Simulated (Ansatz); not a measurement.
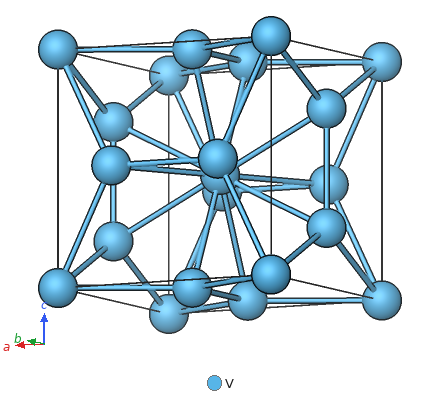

V (Pm-3n, No. 223): the end point of a relaxation with Ansatz 0.2.0, DFT, BLYP, plane waves (420 eV) with PAW, scalar-relativistic; the starting structure was generated, so it need not be a known form of this composition.

```yaml
crystal:
  lattice:
    - [4.83330, 0.00000, 0.00000]
    - [0.00000, 4.83330, 0.00000]
    - [0.00000, 0.00000, 4.83330]
  atoms:
    - { symbol: V, position: [0.00000, 0.00000, 0.00000] }
    - { symbol: V, position: [0.50000, 0.50000, 0.50000] }
    - { symbol: V, position: [0.25000, 0.00000, 0.50000] }
    - { symbol: V, position: [0.75000, 0.00000, 0.50000] }
    - { symbol: V, position: [0.50000, 0.25000, 0.00000] }
    - { symbol: V, position: [0.50000, 0.75000, 0.00000] }
    - { symbol: V, position: [0.00000, 0.50000, 0.25000] }
    - { symbol: V, position: [0.00000, 0.50000, 0.75000] }
```

What will a map of the projected electrostatic potential along [001] show? Computed as the sum of neutral-atom potentials (tabulated electron scattering factors, B = 0.5 Å²) projected along the beam and smoothed by 0.25 Å; brighter is more positive.

Answer. The columns repeat on a square net with a repeat of 4.83 Å (plane group p4mm). The brightest columns hold 2 V per repeat; in falling brightness follow 1 V (about 50 %). Brightness is counted from the darkest point of the image. The shortest distance between visible columns is 1.21 Å in projection (between V columns). Along the beam the structure repeats every 4.83 Å.

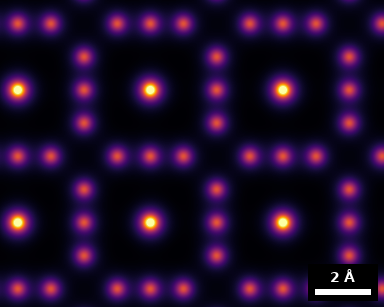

The simulated image.

What mean inner potential do neutral atoms give for this crystal?

Answer. About 28 V (the sum of the forward scattering factors over the cell volume; bonding usually lowers the true value).
